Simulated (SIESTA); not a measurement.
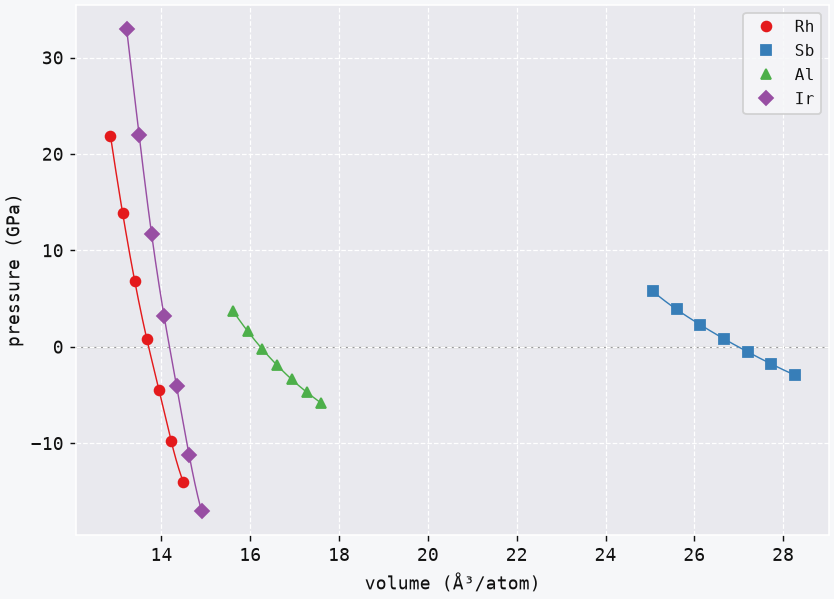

The picture above shows the pressure against volume, with one curve for each element, for Al, Ir, Rh and Sb (all in space group Fm-3m (No. 225)).

Computed with SIESTA 5.4.2: DFT in numerical atomic orbitals with pseudopotentials, no spin polarisation; energies at scaled volumes of the given cell, shape and fractions fixed, counted from the fit's minimum, third-order Birch-Murnaghan fit. Level: PBEsol.

occupations Fermi–Dirac; smearing width 0.05 eV; potentials PseudoDojo 0.4 standard, converted to PSML, two zetas on semicore shells.

Settings that differ: Rh: k mesh 12×12×12; Sb: k mesh 10×10×10; Al: k mesh 11×11×11; Ir: k mesh 12×12×12.

**Order the curves by fitted equilibrium volume, smallest first.**

Rh 13.706, Ir 14.174, Al 16.222, Sb 26.985 Å³/atom.

**Order the curves by fitted bulk modulus, smallest first.**

Sb 68.3, Al 87.8, Rh 287.8, Ir 388.8 GPa.

**For Rh: what does the pressure do across the range?**

It falls from 21.86 GPa at volume 12.85 Å³/atom to −14.00 GPa at 14.49 Å³/atom, and changes sign near 13.71 Å³/atom.

Caveats: mulliken charges of long orbitals; potentials made for another functional (Ir); short basis over semicore shells (Ir); valence orbitals made in semicore potential (Ir).
